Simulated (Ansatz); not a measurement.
**Run report: TaN, single-point calculation (part 2 of 3)**

Continued. System: TaN (4 atoms in the cell). Method: DFT PBE+U, scalar-relativistic, plane waves, PAW, Ueff = 6 eV on Ta atom 1 d; Ueff = 6 eV on Ta atom 3 d, spin-polarised (Ansatz 0.2.0); cutoff 420 eV, 7×7×7 k-mesh, Gaussian smearing of 0.05 eV, collinear spins. The structure derives from an entry of the Crystallography Open Database. It belongs to a series of runs on one base structure; here: ferromagnetic start, free, natural orbitals of the symmetric run filled by rank.

Geometry of the input (Å; fractional positions):
```
0.0000  2.1790  2.1790
2.1790  0.0000  2.1790
4.3580  4.3580  0.0000
Ta 0.5000  0.5000  0.2500
N  0.0000  0.0000  0.0000
Ta 0.5000  0.5000  0.7500
N  -0.0000  0.0000  0.5000
```

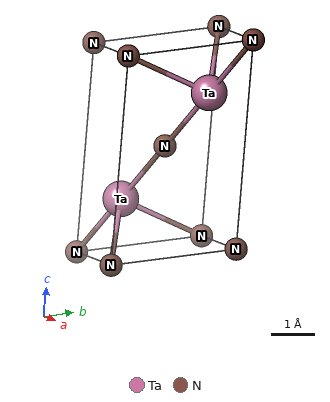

The structure (ball-and-stick view of the reduced cell, seen slightly off an axis).

What the program printed, continued
```
SCF iter   1: F=—  HF=-20619.483440 eV  |F-HF|=—  |Δ(HF+E_count)|=         —  Δρ=9.07e-2 (↑9.07e-2 ↓7.46e-2)  dr2=5.52e0  dr2_m=1.34e0  M=3.188 μB ∫|m|=3.188 μB  β_m=0.30  ethr=3.10e-3  ⟨swp⟩=5.8  Hψ=35778  notcnv=0
preconditioner: auto → Kerker (q_TF=auto, 2.666 Å⁻¹)  [metal: Δε(μ)=0.058 eV  Ē_g=12.407 eV  σ=0.050 eV  W_gap=0.46  n_scr=16 (ndim 8)  ℏωp=25.8 eV  f_vac=0.000  D(μ)=1.17/eV (n_scr^D=2)]
spin=Collinear: Kerker preconditioning applied to the charge; magnetization (m = ρ↑ − ρ↓) channel mixes plain (no charge-response kernel on spin).
SCF iter   2: F=—  HF=-20618.811337 eV  |F-HF|=—  |Δ(HF+E_count)|=   6.72e-1  Δρ=5.84e-2 (↑5.84e-2 ↓4.97e-2)  dr2=1.72e0  dr2_m=6.73e-1  M=3.181 μB ∫|m|=3.181 μB  β_m=0.30  ethr=3.10e-3  ⟨swp⟩=2.0  Hψ=15320  notcnv=0  defer=419
SCF iter   3: F=—  HF=-20618.618732 eV  |F-HF|=—  |Δ(HF+E_count)|=   1.93e-1  Δρ=3.36e-2 (↑3.33e-2 ↓3.36e-2)  dr2=1.54e-1  dr2_m=3.35e-1  M=3.145 μB ∫|m|=3.147 μB  β_m=0.30  ethr=3.10e-3  ⟨swp⟩=2.2  Hψ=12965  notcnv=0  defer=419
SCF iter   4: F=—  HF=-20618.701336 eV  |F-HF|=—  |Δ(HF+E_count)|=   8.26e-2  Δρ=2.16e-2 (↑2.14e-2 ↓2.16e-2)  dr2=5.43e-3  dr2_m=1.74e-1  M=3.151 μB ∫|m|=3.154 μB  β_m=0.30  ethr=4.28e-4  ⟨swp⟩=3.1  Hψ=17522  notcnv=0  defer=396
SCF iter   5: F=—  HF=-20618.754107 eV  |F-HF|=—  |Δ(HF+E_count)|=   5.28e-2  Δρ=1.56e-2 (↑1.52e-2 ↓1.56e-2)  dr2=1.43e-3  dr2_m=8.94e-2  M=3.160 μB ∫|m|=3.163 μB  β_m=0.30  ethr=1.51e-5  ⟨swp⟩=2.0  Hψ=14671  notcnv=0  defer=396
SCF iter   6: F=—  HF=-20618.783221 eV  |F-HF|=—  |Δ(HF+E_count)|=   2.91e-2  Δρ=1.10e-2 (↑1.10e-2 ↓1.10e-2)  dr2=2.23e-4  dr2_m=4.61e-2  M=3.169 μB ∫|m|=3.173 μB  β_m=0.30  ethr=3.96e-6  ⟨swp⟩=2.0  Hψ=14930  notcnv=0  defer=396
Mixer restart at iter 6: flushing history
spin-set hold released at iteration 6 (site moments contracting): the magnetisation degrees of freedom join the quasi-Newton model from the next iteration; the mixer history was flushed
SCF iter   7: F=—  HF=-20618.798849 eV  |F-HF|=—  |Δ(HF+E_count)|=   1.56e-2  Δρ=7.94e-3 (↑7.94e-3 ↓7.93e-3)  dr2=6.21e-5  dr2_m=2.39e-2  M=3.178 μB ∫|m|=3.182 μB  β_m=0.65  ethr=6.20e-7  ⟨swp⟩=2.3  Hψ=14258  notcnv=0  defer=396
SCF iter   8: F=—  HF=-20618.817838 eV  |F-HF|=—  |Δ(HF+E_count)|=   1.90e-2  Δρ=6.19e-4 (↑6.19e-4 ↓4.70e-4)  dr2=4.64e-5  dr2_m=1.02e-4  M=3.214 μB ∫|m|=3.219 μB  β_m=0.82  ethr=1.73e-7  ⟨swp⟩=3.2  Hψ=21664  notcnv=0  defer=396
SCF iter   9: F=—  HF=-20618.817996 eV  |F-HF|=—  |Δ(HF+E_count)|=   1.58e-4  Δρ=2.43e-4 (↑2.43e-4 ↓1.73e-4)  dr2=1.91e-5  dr2_m=1.20e-5  M=3.221 μB ∫|m|=3.226 μB  β_m=0.91  ethr=1.29e-7  ⟨swp⟩=2.0  Hψ=13536  notcnv=0  defer=396
SCF iter  10: F=—  HF=-20618.818017 eV  |F-HF|=—  |Δ(HF+E_count)|=   2.06e-5  Δρ=4.64e-5 (↑4.64e-5 ↓3.89e-5)  dr2=2.09e-6  dr2_m=7.16e-8  M=3.225 μB ∫|m|=3.231 μB  β_m=0.88  ethr=5.31e-8  ⟨swp⟩=2.0  Hψ=13432  notcnv=0  defer=396
SCF iter  11: F=—  HF=-20618.818017 eV  |F-HF|=—  |Δ(HF+E_count)|=   1.53e-7  Δρ=1.77e-5 (↑1.01e-5 ↓1.77e-5)  dr2=2.27e-7  dr2_m=2.52e-8  M=3.225 μB ∫|m|=3.231 μB  β_m=0.88  ethr=5.79e-9  ⟨swp⟩=2.0  Hψ=11135  notcnv=0  defer=396
Mixer restart at iter 11: flushing history
SCF iter  12: F=—  HF=-20618.818535 eV  |F-HF|=—  |Δ(HF+E_count)|=         —  Δρ=1.82e-5 (↑1.27e-5 ↓1.82e-5)  dr2=1.86e-7  dr2_m=4.31e-8  M=3.225 μB ∫|m|=3.231 μB  β_m=0.88  ethr=6.29e-10  ⟨swp⟩=2.0  Hψ=9279  notcnv=0  defer=396
SCF iter  13: F=—  HF=-20621.127125 eV  |F-HF|=—  |Δ(HF+E_count)|=    2.31e0  Δρ=1.62e-2 (↑1.62e-2 ↓1.40e-2)  dr2=2.87e-1  dr2_m=2.10e-2  M=2.818 μB ∫|m|=2.829 μB  β_m=0.09  ethr=5.18e-10  ⟨swp⟩=7.5  Hψ=47962  notcnv=0  defer=402
SCF iter  14: F=—  HF=-20621.154453 eV  |F-HF|=—  |Δ(HF+E_count)|=   2.73e-2  Δρ=1.49e-2 (↑1.49e-2 ↓1.26e-2)  dr2=2.23e-1  dr2_m=2.12e-2  M=2.774 μB ∫|m|=2.785 μB  β_m=0.09  ethr=5.18e-10  ⟨swp⟩=4.9  Hψ=32456  notcnv=0  defer=362
SCF iter  15: F=—  HF=-20621.164514 eV  |F-HF|=—  |Δ(HF+E_count)|=   1.01e-2  Δρ=1.26e-2 (↑1.26e-2 ↓1.04e-2)  dr2=1.35e-1  dr2_m=1.86e-2  M=2.697 μB ∫|m|=2.710 μB  β_m=0.13  ethr=5.18e-10  ⟨swp⟩=6.3  Hψ=38674  notcnv=0  defer=362
SCF iter  16: F=—  HF=-20621.248443 eV  |F-HF|=—  |Δ(HF+E_count)|=   8.39e-2  Δρ=9.16e-3 (↑9.16e-3 ↓6.69e-3)  dr2=1.80e-2  dr2_m=1.68e-2  M=2.544 μB ∫|m|=2.562 μB  β_m=0.22  ethr=5.18e-10  ⟨swp⟩=6.5  Hψ=42513  notcnv=0  defer=362
SCF iter  17: F=—  HF=-20621.415731 eV  |F-HF|=—  |Δ(HF+E_count)|=   1.67e-1  Δρ=9.49e-3 (↑9.49e-3 ↓6.00e-3)  dr2=4.10e-2  dr2_m=1.28e-2  M=2.372 μB ∫|m|=2.393 μB  β_m=0.75  ethr=5.18e-10  ⟨swp⟩=6.0  Hψ=42771  notcnv=0  defer=482
SCF iter  18: F=—  HF=-20621.535999 eV  |F-HF|=—  |Δ(HF+E_count)|=   1.20e-1  Δρ=8.30e-3 (↑8.30e-3 ↓5.16e-3)  dr2=1.59e-2  dr2_m=1.25e-2  M=2.038 μB ∫|m|=2.074 μB  β_m=0.26  ethr=5.18e-10  ⟨swp⟩=6.1  Hψ=41891  notcnv=0  defer=490
SCF iter  19: F=—  HF=-20621.630353 eV  |F-HF|=—  |Δ(HF+E_count)|=   9.44e-2  Δρ=7.84e-3 (↑7.84e-3 ↓5.43e-3)  dr2=1.14e-2  dr2_m=1.37e-2  M=1.665 μB ∫|m|=1.726 μB  β_m=0.94  ethr=5.18e-10  ⟨swp⟩=5.5  Hψ=42932  notcnv=0  defer=510
SCF iter  20: F=—  HF=-20621.877939 eV  |F-HF|=—  |Δ(HF+E_count)|=   2.48e-1  Δρ=5.06e-3 (↑5.06e-3 ↓4.74e-3)  dr2=2.79e-3  dr2_m=8.13e-3  M=0.622 μB ∫|m|=0.890 μB  β_m=0.97  ethr=5.18e-10  ⟨swp⟩=6.3  Hψ=46136  notcnv=0  defer=492
SCF iter  21: F=—  HF=-20621.965442 eV  |F-HF|=—  |Δ(HF+E_count)|=   8.75e-2  Δρ=4.72e-3 (↑4.72e-3 ↓2.26e-3)  dr2=6.91e-3  dr2_m=3.39e-3  M=0.031 μB ∫|m|=0.459 μB  β_m=0.98  ethr=5.18e-10  ⟨swp⟩=6.0  Hψ=46272  notcnv=0  defer=474
SCF iter  22: F=—  HF=-20621.956645 eV  |F-HF|=—  |Δ(HF+E_count)|=   8.80e-3  Δρ=3.09e-3 (↑3.09e-3 ↓2.66e-3)  dr2=1.17e-3  dr2_m=2.76e-3  M=0.277 μB ∫|m|=0.654 μB  β_m=0.68  ethr=5.18e-10  ⟨swp⟩=5.9  Hψ=42123  notcnv=0  defer=470
SCF iter  23: F=—  HF=-20621.975248 eV  |F-HF|=—  |Δ(HF+E_count)|=   1.86e-2  Δρ=1.28e-3 (↑1.25e-3 ↓1.28e-3)  dr2=4.13e-4  dr2_m=5.23e-4  M=-0.020 μB ∫|m|=0.521 μB  β_m=1.00  ethr=5.18e-10  ⟨swp⟩=5.6  Hψ=41599  notcnv=0  defer=476
SCF iter  24: F=—  HF=-20621.979993 eV  |F-HF|=—  |Δ(HF+E_count)|=   4.75e-3  Δρ=1.04e-3 (↑4.44e-4 ↓1.04e-3)  dr2=1.62e-4  dr2_m=1.79e-4  M=-0.003 μB ∫|m|=0.566 μB  β_m=1.00  ethr=5.18e-10  ⟨swp⟩=4.6  Hψ=28886  notcnv=0  defer=433
SCF iter  25: F=—  HF=-20621.989500 eV  |F-HF|=—  |Δ(HF+E_count)|=   9.51e-3  Δρ=1.77e-3 (↑7.35e-4 ↓1.77e-3)  dr2=7.51e-4  dr2_m=3.82e-4  M=-0.008 μB ∫|m|=0.679 μB  β_m=1.00  ethr=5.18e-10  ⟨swp⟩=5.4  Hψ=36038  notcnv=0  defer=433  recentre
SCF iter  26: F=—  HF=-20621.993416 eV  |F-HF|=—  |Δ(HF+E_count)|=   3.92e-3  Δρ=1.91e-3 (↑9.70e-4 ↓1.91e-3)  dr2=1.28e-3  dr2_m=4.07e-4  M=-0.006 μB ∫|m|=0.712 μB  β_m=1.00  ethr=5.18e-10  ⟨swp⟩=4.1  Hψ=24221  notcnv=0  defer=439
SCF iter  27: F=—  HF=-20622.007382 eV  |F-HF|=—  |Δ(HF+E_count)|=   1.40e-2  Δρ=1.59e-3 (↑6.74e-4 ↓1.59e-3)  dr2=9.68e-4  dr2_m=1.52e-4  M=-0.028 μB ∫|m|=0.828 μB  β_m=1.00  ethr=5.18e-10  ⟨swp⟩=5.7  Hψ=38524  notcnv=0  defer=439
SCF iter  28: F=—  HF=-20621.995598 eV  |F-HF|=—  |Δ(HF+E_count)|=   1.18e-2  Δρ=1.99e-3 (↑1.25e-3 ↓1.99e-3)  dr2=1.04e-3  dr2_m=7.87e-4  M=0.027 μB ∫|m|=0.756 μB  β_m=0.90  ethr=5.18e-10  ⟨swp⟩=5.6  Hψ=37787  notcnv=0  defer=441
SCF iter  29: F=—  HF=-20622.009697 eV  |F-HF|=—  |Δ(HF+E_count)|=   1.41e-2  Δρ=1.26e-3 (↑1.07e-3 ↓1.26e-3)  dr2=1.31e-4  dr2_m=4.78e-4  M=-0.022 μB ∫|m|=0.867 μB  β_m=0.08  ethr=5.18e-10  ⟨swp⟩=5.6  Hψ=38587  notcnv=0  defer=435
SCF iter  30: F=—  HF=-20622.012959 eV  |F-HF|=—  |Δ(HF+E_count)|=   3.26e-3  Δρ=5.96e-4 (↑2.59e-4 ↓5.96e-4)  dr2=1.38e-4  dr2_m=4.63e-5  M=-0.045 μB ∫|m|=0.894 μB  β_m=0.61  ethr=5.18e-10  ⟨swp⟩=4.6  Hψ=28739  notcnv=0  defer=436
SCF iter  31: F=—  HF=-20622.019872 eV  |F-HF|=—  |Δ(HF+E_count)|=   6.91e-3  Δρ=1.61e-3 (↑9.67e-4 ↓1.61e-3)  dr2=2.81e-4  dr2_m=5.63e-4  M=-0.131 μB ∫|m|=1.034 μB  β_m=0.80  ethr=5.18e-10  ⟨swp⟩=5.5  Hψ=38434  notcnv=0  defer=429  recentre
SCF iter  32: F=—  HF=-20622.013463 eV  |F-HF|=—  |Δ(HF+E_count)|=   6.41e-3  Δρ=7.60e-4 (↑3.04e-4 ↓7.60e-4)  dr2=1.03e-4  dr2_m=8.95e-5  M=-0.039 μB ∫|m|=0.917 μB  β_m=0.90  ethr=5.18e-10  ⟨swp⟩=5.7  Hψ=38513  notcnv=0  defer=429
SCF iter  33: F=—  HF=-20622.007950 eV  |F-HF|=—  |Δ(HF+E_count)|=   5.51e-3  Δρ=1.36e-3 (↑8.15e-4 ↓1.36e-3)  dr2=1.26e-4  dr2_m=4.19e-4  M=-0.027 μB ∫|m|=0.826 μB  β_m=0.89  ethr=5.18e-10  ⟨swp⟩=5.5  Hψ=37061  notcnv=0  defer=430  recentre
SCF iter  34: F=—  HF=-20622.007534 eV  |F-HF|=—  |Δ(HF+E_count)|=   4.16e-4  Δρ=1.68e-3 (↑1.06e-3 ↓1.68e-3)  dr2=1.93e-4  dr2_m=6.74e-4  M=-0.023 μB ∫|m|=0.829 μB  β_m=0.04  ethr=5.18e-10  ⟨swp⟩=3.7  Hψ=22345  notcnv=0  defer=433
SCF iter  35: F=—  HF=-20622.011337 eV  |F-HF|=—  |Δ(HF+E_count)|=   3.80e-3  Δρ=1.02e-3 (↑6.92e-4 ↓1.02e-3)  dr2=7.76e-5  dr2_m=2.59e-4  M=-0.030 μB ∫|m|=0.865 μB  β_m=0.43  ethr=5.18e-10  ⟨swp⟩=4.5  Hψ=25855  notcnv=0  defer=436
SCF iter  36: F=—  HF=-20622.015234 eV  |F-HF|=—  |Δ(HF+E_count)|=   3.90e-3  Δρ=6.36e-4 (↑2.07e-4 ↓6.36e-4)  dr2=6.15e-5  dr2_m=5.60e-5  M=-0.057 μB ∫|m|=0.953 μB  β_m=0.72  ethr=5.18e-10  ⟨swp⟩=5.5  Hψ=36628  notcnv=0  defer=436
SCF iter  37: F=—  HF=-20622.018326 eV  |F-HF|=—  |Δ(HF+E_count)|=   3.09e-3  Δρ=8.82e-4 (↑3.95e-4 ↓8.82e-4)  dr2=8.11e-5  dr2_m=1.41e-4  M=-0.098 μB ∫|m|=1.007 μB  β_m=0.86  ethr=5.18e-10  ⟨swp⟩=4.4  Hψ=26221  notcnv=0  defer=438
SCF iter  38: F=—  HF=-20622.021759 eV  |F-HF|=—  |Δ(HF+E_count)|=   3.43e-3  Δρ=1.42e-3 (↑1.21e-3 ↓1.42e-3)  dr2=3.73e-5  dr2_m=6.48e-4  M=-0.166 μB ∫|m|=1.064 μB  β_m=0.03  ethr=5.18e-10  ⟨swp⟩=4.9  Hψ=29614  notcnv=0  defer=442  recentre
SCF iter  39: F=—  HF=-20622.020712 eV  |F-HF|=—  |Δ(HF+E_count)|=   1.05e-3  Δρ=1.24e-3 (↑7.75e-4 ↓1.24e-3)  dr2=1.25e-4  dr2_m=3.53e-4  M=-0.151 μB ∫|m|=1.037 μB  β_m=0.48  ethr=5.18e-10  ⟨swp⟩=4.2  Hψ=23576  notcnv=0  defer=442
SCF iter  40: F=—  HF=-20622.019004 eV  |F-HF|=—  |Δ(HF+E_count)|=   1.71e-3  Δρ=9.96e-4 (↑6.92e-4 ↓9.96e-4)  dr2=4.83e-5  dr2_m=2.56e-4  M=-0.109 μB ∫|m|=1.022 μB  β_m=0.61  ethr=5.18e-10  ⟨swp⟩=4.0  Hψ=22235  notcnv=0  defer=442
SCF iter  41: F=—  HF=-20622.022190 eV  |F-HF|=—  |Δ(HF+E_count)|=   3.19e-3  Δρ=1.43e-3 (↑1.25e-3 ↓1.43e-3)  dr2=4.44e-5  dr2_m=6.68e-4  M=-0.170 μB ∫|m|=1.069 μB  β_m=0.75  ethr=5.18e-10  ⟨swp⟩=4.5  Hψ=26058  notcnv=0  defer=436
SCF iter  42: F=—  HF=-20622.023361 eV  |F-HF|=—  |Δ(HF+E_count)|=   1.17e-3  Δρ=8.41e-4 (↑7.21e-4 ↓8.41e-4)  dr2=2.00e-4  dr2_m=1.40e-4  M=-0.165 μB ∫|m|=1.115 μB  β_m=0.55  ethr=5.18e-10  ⟨swp⟩=4.8  Hψ=29616  notcnv=0  defer=441
SCF iter  43: F=—  HF=-20622.019734 eV  |F-HF|=—  |Δ(HF+E_count)|=   3.63e-3  Δρ=1.63e-3 (↑3.70e-4 ↓1.63e-3)  dr2=6.80e-4  dr2_m=1.94e-4  M=-0.151 μB ∫|m|=1.152 μB  β_m=0.55  ethr=5.18e-10  ⟨swp⟩=4.8  Hψ=29114  notcnv=0  defer=442  recentre
SCF iter  44: F=—  HF=-20622.023824 eV  |F-HF|=—  |Δ(HF+E_count)|=   4.09e-3  Δρ=1.05e-3 (↑9.77e-4 ↓1.05e-3)  dr2=2.27e-5  dr2_m=3.80e-4  M=-0.178 μB ∫|m|=1.079 μB  β_m=0.67  ethr=5.18e-10  ⟨swp⟩=5.7  Hψ=38014  notcnv=0  defer=443
SCF iter  45: F=—  HF=-20622.023040 eV  |F-HF|=—  |Δ(HF+E_count)|=   7.84e-4  Δρ=1.20e-3 (↑9.18e-4 ↓1.20e-3)  dr2=6.36e-5  dr2_m=4.01e-4  M=-0.173 μB ∫|m|=1.066 μB  β_m=0.18  ethr=5.18e-10  ⟨swp⟩=3.8  Hψ=22988  notcnv=0  defer=437
SCF iter  46: F=—  HF=-20622.024866 eV  |F-HF|=—  |Δ(HF+E_count)|=   1.83e-3  Δρ=7.46e-4 (↑6.68e-4 ↓7.46e-4)  dr2=1.66e-5  dr2_m=1.79e-4  M=-0.180 μB ∫|m|=1.086 μB  β_m=0.84  ethr=5.18e-10  ⟨swp⟩=4.2  Hψ=24095  notcnv=0  defer=437
SCF iter  47: F=—  HF=-20622.025079 eV  |F-HF|=—  |Δ(HF+E_count)|=   2.14e-4  Δρ=6.20e-4 (↑5.15e-4 ↓6.20e-4)  dr2=1.08e-5  dr2_m=1.17e-4  M=-0.180 μB ∫|m|=1.086 μB  β_m=0.92  ethr=5.18e-10  ⟨swp⟩=3.2  Hψ=17612  notcnv=0  defer=437
SCF iter  48: F=—  HF=-20622.024807 eV  |F-HF|=—  |Δ(HF+E_count)|=   2.73e-4  Δρ=7.51e-4 (↑5.73e-4 ↓7.51e-4)  dr2=2.29e-5  dr2_m=1.57e-4  M=-0.180 μB ∫|m|=1.080 μB  β_m=0.90  ethr=5.18e-10  ⟨swp⟩=3.7  Hψ=20404  notcnv=0  defer=435
SCF iter  49: F=—  HF=-20622.025547 eV  |F-HF|=—  |Δ(HF+E_count)|=   7.41e-4  Δρ=1.10e-4 (↑1.10e-4 ↓1.06e-4)  dr2=3.08e-6  dr2_m=3.70e-6  M=-0.181 μB ∫|m|=1.097 μB  β_m=0.98  ethr=5.18e-10  ⟨swp⟩=4.2  Hψ=24315  notcnv=0  defer=435
SCF iter  50: F=—  HF=-20622.025559 eV  |F-HF|=—  |Δ(HF+E_count)|=   1.17e-5  Δρ=7.89e-5 (↑7.36e-5 ↓7.89e-5)  dr2=3.74e-7  dr2_m=2.00e-6  M=-0.181 μB ∫|m|=1.094 μB  β_m=0.99  ethr=5.18e-10  ⟨swp⟩=3.0  Hψ=16721  notcnv=0  defer=441
SCF iter  51: F=—  HF=-20622.025565 eV  |F-HF|=—  |Δ(HF+E_count)|=   6.09e-6  Δρ=2.06e-5 (↑2.06e-5 ↓1.98e-5)  dr2=6.03e-8  dr2_m=1.30e-7  M=-0.181 μB ∫|m|=1.094 μB  β_m=0.99  ethr=2.78e-10  ⟨swp⟩=11.5  Hψ=55808  notcnv=0
SCF iter  52: F=-20622.025566 eV  HF=-20622.025566 eV  |F-HF|=1.57e-9  |Δ(HF+E_count)|=   4.19e-7  Δρ=2.10e-6 (↑1.65e-6 ↓2.10e-6)  dr2=2.91e-9  dr2_m=5.62e-10  M=-0.181 μB ∫|m|=1.094 μB  ethr=1.67e-10  ⟨swp⟩=8.1  Hψ=45682  notcnv=0
WARN: hamiltonian.hubbard: on 4 of 4 specified blocks the occupation matrix of this SCF's result fails the test of the specified filling. At site 0 ↑ (sites count from 0 in the list of atoms of the cell that this SCF solves) the least filled combination of the orbitals specified full has occupation 0.505, and the fullest combination of the orbitals specified empty has occupation 0.283; the filling counts as kept where the first is at least 0.75 and exceeds the second by more than 0.25. The same holds at site 0 ↓, site 2 ↑, site 2 ↓. The state of this SCF's result may not hold the specified filling, though these bounds can also misjudge a state that does. This warning does not say which state is lower in energy, or whether the specified filling is a self-consistent state at all; see hamiltonian.hubbard.sites[].starting_ns, Limitations, and scf.initial_density.shell_occupations in the input reference
SCF 1 converged in 52 iterations: F = -20622.025566 eV  dr2 = 2.91e-9
  greatest PAW one-centre occupation: 0.999 electrons in one spin orbital (limit 2), on the Ta atom at site 2 (counted from 0), in its partial waves of l = 0
SCF converged after 52 iterations
Magnetization: -0.1807 μB (17.9097 up, 18.0903 down)
Absolute magnetization: 1.1334 μB (∫|ρ↑−ρ↓|, with the PAW one-centre terms)
Spin contamination: 0.8108 ħ² per cell (⟨S²⟩ above its minimum at these occupations)
Per-site moments (μB) at R_I (Å): [(-0.05387795791421007, 0.898838040375), (-0.030482600843078144, 0.8988380403749998), (-0.05387795791420999, 0.8988380403749998), (-0.030482600843078165, 0.898838040375)]
Free energy (F): -20622.025566 eV
Harris-Foulkes:  -20622.025566 eV  (|F-HF|=1.57e-9)
Internal energy: -20622.024832 eV  (E = F + TS)
E sigma→0 (E₀):  -20622.025199 eV
Entropy (-TS):   -0.000734 eV (-0.184 meV/atom)
Fermi energy:    22.468258 eV
```
